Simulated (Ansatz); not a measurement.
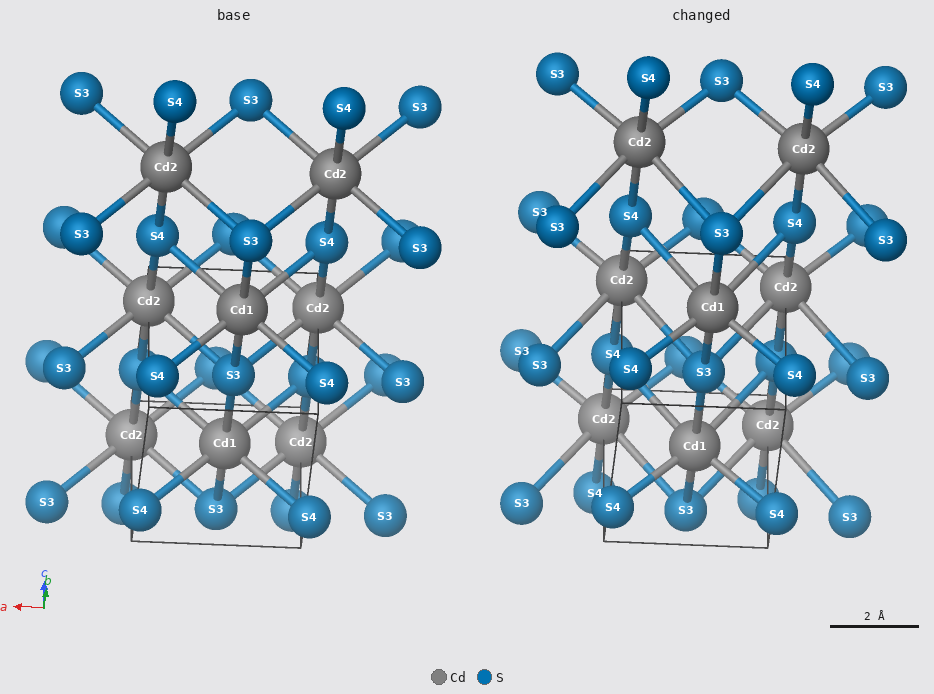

Left: a symmetric starting cell of CdS. Right: the same structure after one change, at the same scale. A ball-and-stick model of the cell of the calculation, repeated 1 × 2 × 1 with one cell outlined, seen from a free direction.

Theory: DFT PBE, scalar-relativistic, plane waves, PAW in Ansatz 0.2.0. (plane-wave cutoff 420 eV; k-point mesh 10 × 8 × 10; occupations gaussian; smearing width 0.05 eV; no spin polarisation)

### Which change leads from the left to the right?

The cell is strained by +8.6 % along c, +3.2 % along b, −3.1 % along a (volume +8.7 %) and atoms are displaced by up to 0.20 Å (root mean square over those that move 0.16 Å) relative to the cell: Cd2 0.20 Å along +c, S3 0.12 Å along −c. No relaxation follows. The starting cell wasn't computed here and needn't be at equilibrium, so pressure and forces aren't due to the change alone.

### How do the computed properties respond?

The pressure is −2.7 GPa (not all of it need come from the change, since the unchanged cell can be under pressure at this level too). The principal stresses (compression positive) are 2.1 GPa along a, −5.0 GPa along b, −5.1 GPa along c. The largest forces, 0.39 eV/Å, act on S3 and S4; on S3 it points along +c. The forces mostly point back along the displacements (cosine −0.94). Among the bonded contacts that change: Cd–S 2.756 → 2.605 to 3.087 Å. The space group stays Pmmn (No. 59).
